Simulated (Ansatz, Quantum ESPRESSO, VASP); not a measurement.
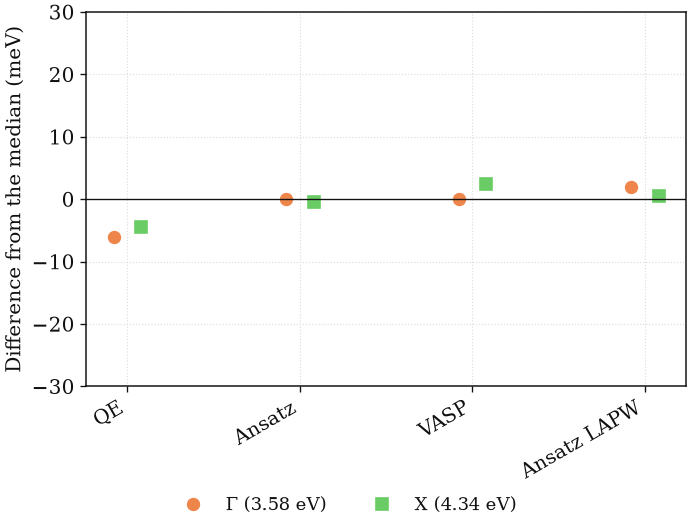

Direct gap at each named k point, for PbO, space group Pbcm (No. 57), 8 atoms in the cell; a = 5.88 Å, b = 5.48 Å, c = 4.74 Å, α = 90.00°, β = 90.00°, γ = 90.00°. Four runs by three programs used PBE (no spin polarisation, no spin-orbit coupling) on the same cell and 5×5×6 k mesh. The plot shows each result less the median of the plane-wave and all-electron runs, which the legend gives. In reduced coordinates of the cell that was run, X is (0, 0, −0.5). The smallest gap over all k points computed is less than these values: 1.97 eV in Ansatz, from the valence top at a point off the named ones to the conduction bottom at a point off the named ones.

Q: How well do the programs agree?

A: The plane-wave and all-electron programs (Ansatz, Ansatz LAPW, VASP and Quantum ESPRESSO) agree within 9 meV at these points.

| program | kind | valence electrons | Γ (eV) | X (eV) |
| --- | --- | --- | --- | --- |
| Quantum ESPRESSO | plane waves | 80 | 3.576 | 4.338 |
| Ansatz | plane waves | 80 | 3.582 | 4.342 |
| VASP | plane waves | 80 | 3.582 | 4.345 |
| Ansatz LAPW | all-electron | – | 3.584 | 4.343 |

Settings. SSSP 1.3 efficiency PBE, 748 eV cutoff, Fermi-Dirac smearing of 0.05 eV (Quantum ESPRESSO 7.5). Ansatz PAW, 420 eV cutoff, Fermi-Dirac smearing of 0.05 eV (Ansatz 0.2.0). VASP PAW PBE potentials, release 64 (Pb_d, O), 520 eV cutoff, Fermi-Dirac smearing of 0.05 eV (VASP 6.6.1). all-electron LAPW, Fermi-Dirac smearing of 0.05 eV (Ansatz 0.2.0).

Spin-orbit coupling is left out, which matters for Pb.
